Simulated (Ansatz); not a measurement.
# Two runs on Sn

System: Sn (Fd-3m, 2 atoms in the cell).
Method of the first run: DFT PBE, scalar-relativistic, plane waves, PAW, no spin polarisation (Ansatz 0.2.0).

The structure was built on a prototype by a generator; it need not be a known phase. Text and figures count atoms from 1; the logs count them from 0 in places.

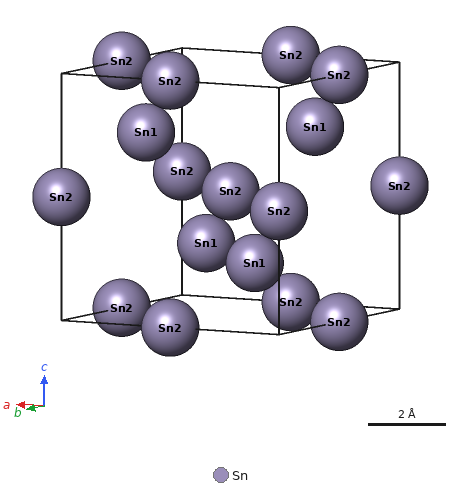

The structure as given in the input (spheres-only view of the cell 4 times as large as that of the calculation, set on its symmetry axes, seen at an oblique angle; atoms are numbered from 1 in the order of the input).

### Input, the first run
```yaml
crystal:
  lattice:
    - [0.0, 3.2686366104, 3.2686366104]
    - [3.2686366104, 0.0, 3.2686366104]
    - [3.2686366104, 3.2686366104, 0.0]
  atoms:
    - { symbol: Sn, position: [0.75, 0.75, 0.75] }
    - { symbol: Sn, position: [0.5, 0.5, 0.5] }
basis:
  ecutwfc: 600
  ecutrho_ratio: 5
kpoints:
  mp_grid: { grid: [12, 12, 12] }
hamiltonian:
  xc: pbe
scf:
  occupations: { method: gaussian, width: 0.05 }
output:
  forces: true
  stress: true
  eigenvalues: true
```

Hardware: 2 threads of an x86-64 CPU, shared host.

### Output, shortened to warnings, some set-up lines, iterations and results (the first run)
```
Basis set: ecut = 600 eV, 2277 PW (Γ), exchange–correlation on 90×90×90 points (8 copies of the dense FFT grid, shifted against one another)
Symmetry: 48 space group operations
k-points: 72 of 1728
Initial density: superposition of atomic densities (neutral atoms: chi_scale 0, normalization atom), corrected by the library's trained network
[...]
SCF iter   1: F=—  HF=-12048.402478 eV  |F-HF|=—  |Δ(HF+E_count)|=         —  Δρ=7.20e-4  dr2=5.97e-4  ethr=1.77e-3  ⟨swp⟩=6.1  Hψ=7100  notcnv=0
SCF iter   2: F=—  HF=-12048.401466 eV  |F-HF|=—  |Δ(HF+E_count)|=   1.01e-3  Δρ=5.68e-4  dr2=5.16e-4  ethr=2.13e-6  ⟨swp⟩=2.0  Hψ=2883  notcnv=0
SCF iter   3: F=—  HF=-12048.401565 eV  |F-HF|=—  |Δ(HF+E_count)|=   9.89e-5  Δρ=3.18e-4  dr2=2.07e-4  ethr=1.84e-6  ⟨swp⟩=2.9  Hψ=2351  notcnv=0
SCF iter   4: F=—  HF=-12048.401686 eV  |F-HF|=—  |Δ(HF+E_count)|=   1.21e-4  Δρ=2.44e-4  dr2=4.34e-5  ethr=7.40e-7  ⟨swp⟩=3.0  Hψ=2304  notcnv=0
SCF iter   5: F=—  HF=-12048.401717 eV  |F-HF|=—  |Δ(HF+E_count)|=   3.11e-5  Δρ=1.51e-4  dr2=1.16e-5  ethr=1.55e-7  ⟨swp⟩=2.0  Hψ=1584  notcnv=0
SCF iter   6: F=—  HF=-12048.401713 eV  |F-HF|=—  |Δ(HF+E_count)|=   4.17e-6  Δρ=3.37e-5  dr2=6.47e-7  ethr=4.15e-8  ⟨swp⟩=2.0  Hψ=2258  notcnv=0
SCF iter   7: F=-12048.401712 eV  HF=-12048.401712 eV  |F-HF|=2.01e-9  |Δ(HF+E_count)|=   2.20e-7  Δρ=3.10e-6  dr2=5.73e-9  ethr=3.57e-10  ⟨swp⟩=3.8  Hψ=5317  notcnv=0
SCF 1 converged in 7 iterations: F = -12048.401712 eV  dr2 = 5.73e-9
SCF converged after 7 iterations
Free energy (F): -12048.401712 eV
Harris-Foulkes:  -12048.401712 eV  (|F-HF|=2.01e-9)
Internal energy: -12048.401284 eV  (E = F + TS)
E sigma→0 (E₀):  -12048.401498 eV
Entropy (-TS):   -0.000429 eV (-0.214 meV/atom)
Fermi energy:    7.536148 eV
--- Per-component energies (eV) ---
  E_band       = -254.586883
  E_kinetic    = 374.453010
  E_local      = -2328.523653  (includes V_loc(G=0)·N_el)
  E_nonlocal   = -63.994464
  E_hartree    = 1335.070444
  E_xc         = -763.990539
  E_vxc        = -190.903114  (∫ρ·V_xc dr)
  E_paw        = -8275.779081  (= ΣΔE_a)
  E_vpaw       = -715.755261  (= ΣTr[D̂ρ^β])
  E_aug_tail   = -0.000000  (compensation charges beyond the density's cutoff)
  E_ewald      = -2325.637002
  E_smearing   = -0.000429  (= −TS)
  E_closure    = 0.000000  (closes the sum)
  Σ components = -12048.401712   (vs F -12048.401712, Δ=0.00e0)
--- Forces (eV/Å), atoms counted from 1 ---
  atom   1  Sn     0.00000000    -0.00000000     0.00000000
  atom   2  Sn     0.00000000     0.00000000     0.00000000
  max |Σ_I F_I| component: 6.01e-17 eV/Å
--- Stress (GPa, compression-positive) ---
        2.166611       0.000000      -0.000000
        0.000000       2.166611       0.000000
        0.000000       0.000000       2.166611
  P = ⅓ Tr σ = 2.1666 GPa (21.666 kbar)
```

For the second run the input was changed thus:
```diff
-    - [0.0, 3.2686366104, 3.2686366104]
-    - [3.2686366104, 0.0, 3.2686366104]
-    - [3.2686366104, 3.2686366104, 0.0]
+    - [0.0, 3.2459515666, 3.2459515666]
+    - [3.2459515666, 0.0, 3.2459515666]
+    - [3.2459515666, 3.2459515666, 0.0]
```

Predict how the results change.

With the same functional and potentials, the second run lies 12.0 meV per atom higher. The pressure goes from 2.17 to 3.17 GPa. The volume per atom goes from 34.92 to 34.20 Å³. The cell is scaled evenly with the atoms at fixed fractional positions, so −ΔP/Δ ln V estimates the bulk modulus midway between the two volumes: about 48 GPa. The number of SCF iterations is the same.

### Output, shortened to warnings, some set-up lines, iterations and results (the second run)
```
Basis set: ecut = 600 eV, 2277 PW (Γ), exchange–correlation on 90×90×90 points (8 copies of the dense FFT grid, shifted against one another)
Symmetry: 48 space group operations
k-points: 72 of 1728
Initial density: superposition of atomic densities (neutral atoms: chi_scale 0, normalization atom), corrected by the library's trained network
[...]
SCF iter   1: F=—  HF=-12048.378509 eV  |F-HF|=—  |Δ(HF+E_count)|=         —  Δρ=6.80e-4  dr2=4.28e-4  ethr=1.77e-3  ⟨swp⟩=6.0  Hψ=7098  notcnv=0
SCF iter   2: F=—  HF=-12048.377532 eV  |F-HF|=—  |Δ(HF+E_count)|=   9.77e-4  Δρ=5.25e-4  dr2=3.84e-4  ethr=1.53e-6  ⟨swp⟩=2.0  Hψ=2884  notcnv=0
SCF iter   3: F=—  HF=-12048.377624 eV  |F-HF|=—  |Δ(HF+E_count)|=   9.25e-5  Δρ=2.99e-4  dr2=1.68e-4  ethr=1.37e-6  ⟨swp⟩=2.8  Hψ=2353  notcnv=0
SCF iter   4: F=—  HF=-12048.377735 eV  |F-HF|=—  |Δ(HF+E_count)|=   1.11e-4  Δρ=2.13e-4  dr2=3.92e-5  ethr=6.01e-7  ⟨swp⟩=3.0  Hψ=2304  notcnv=0
SCF iter   5: F=—  HF=-12048.377770 eV  |F-HF|=—  |Δ(HF+E_count)|=   3.52e-5  Δρ=1.46e-4  dr2=1.02e-5  ethr=1.40e-7  ⟨swp⟩=2.0  Hψ=1584  notcnv=0
SCF iter   6: F=—  HF=-12048.377766 eV  |F-HF|=—  |Δ(HF+E_count)|=   3.93e-6  Δρ=3.93e-5  dr2=8.33e-7  ethr=3.64e-8  ⟨swp⟩=2.0  Hψ=2230  notcnv=0
SCF iter   7: F=-12048.377766 eV  HF=-12048.377766 eV  |F-HF|=6.02e-9  |Δ(HF+E_count)|=   3.67e-7  Δρ=4.75e-6  dr2=1.31e-8  ethr=3.57e-10  ⟨swp⟩=3.8  Hψ=5292  notcnv=0
SCF 1 converged in 7 iterations: F = -12048.377766 eV  dr2 = 1.31e-8
SCF converged after 7 iterations
Free energy (F): -12048.377766 eV
Harris-Foulkes:  -12048.377766 eV  (|F-HF|=6.02e-9)
Internal energy: -12048.377503 eV  (E = F + TS)
E sigma→0 (E₀):  -12048.377635 eV
Entropy (-TS):   -0.000263 eV (-0.132 meV/atom)
Fermi energy:    7.815245 eV
--- Per-component energies (eV) ---
  E_band       = -248.314509
  E_kinetic    = 375.032998
  E_local      = -2302.713904  (includes V_loc(G=0)·N_el)
  E_nonlocal   = -63.908428
  E_hartree    = 1325.290039
  E_xc         = -764.195917
  E_vxc        = -191.207071  (∫ρ·V_xc dr)
  E_paw        = -8275.992065  (= ΣΔE_a)
  E_vpaw       = -716.091108  (= ΣTr[D̂ρ^β])
  E_aug_tail   = -0.000000  (compensation charges beyond the density's cutoff)
  E_ewald      = -2341.890225
  E_smearing   = -0.000263  (= −TS)
  E_closure    = 0.000000  (closes the sum)
  Σ components = -12048.377766   (vs F -12048.377766, Δ=0.00e0)
--- Forces (eV/Å), atoms counted from 1 ---
  atom   1  Sn     0.00000000     0.00000000     0.00000000
  atom   2  Sn     0.00000000     0.00000000     0.00000000
  max |Σ_I F_I| component: 4.63e-17 eV/Å
--- Stress (GPa, compression-positive) ---
        3.166954      -0.000000       0.000000
        0.000000       3.166954      -0.000000
       -0.000000       0.000000       3.166954
  P = ⅓ Tr σ = 3.1670 GPa (31.670 kbar)
```

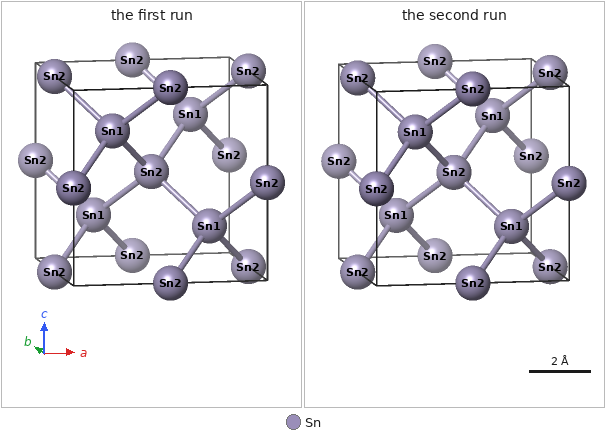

The two input geometries at one scale (ball-and-stick view of the cell 4 times as large as that of the calculation, set on its symmetry axes, seen slightly off an axis). No atom moves by more than 0.005 Å relative to the cell. The drawn cell changes as follows: a = b = c 6.537 → 6.492 Å (−0.7 %); the volume changes by −2.1 %. Among the contacts that change: Sn1–Sn2 2.831 → 2.811 Å.

### The two runs side by side

```tsv
quantity	the first run	the second run
outcome	converged	converged
free energy per atom (eV)	−6024.2009	−6024.1889
gap on the mesh (eV)	0.00	0.00
pressure (GPa)	2.17	3.17
volume per atom (Å³)	34.92	34.20
largest force (eV/Å)	0.000	0.000
SCF iterations	7	7
irreducible k-points	72	72
plane waves at Γ	2277	2277
wall time (shared host)	2.3 s	2.3 s
```
